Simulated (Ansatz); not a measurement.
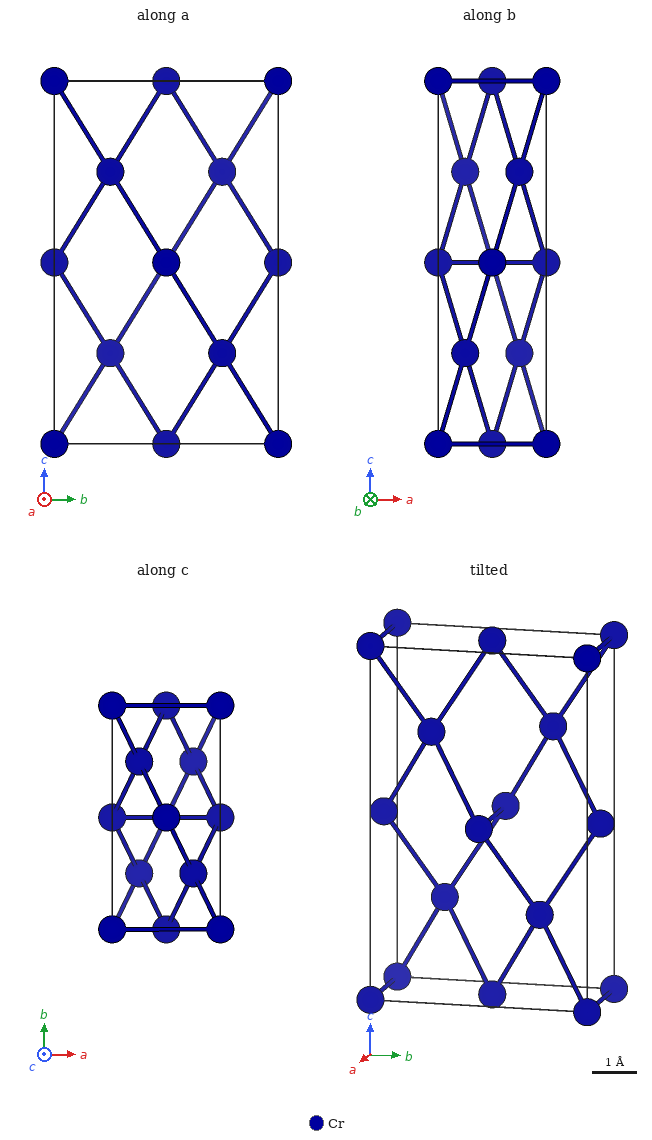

We look at a ball-and-stick model of the crystal along the a axis, along the b axis, along the c axis and slightly off an axis. The lines enclose the conventional unit cell; boundary atoms appear with their images.

Lattice parameters: a = 2.504 Å, b = 5.181 Å, c = 8.402 Å, α = 90.00°, β = 90.00°, γ = 90.00°.

Question: Write the structure as a table of Wyckoff sites.

Answer: Space group Fddd:1 (No. 70).
| atom | site | x | y | z |
| --- | --- | --- | --- | --- |
| Cr | 8a | 0.2500 | 0.7500 | 0.7500 |

Starting structure: a structure type filled with this element by a generator (whether the element takes this form wasn't checked). Earlier steps of the study may have refined or changed the cell and positions. Ansatz was used for an electronic-structure calculation on it.

At this level of theory the cell isn't at rest (stretched, at -20 GPa), so its distances can differ from those at equilibrium, the more so the softer the solid.
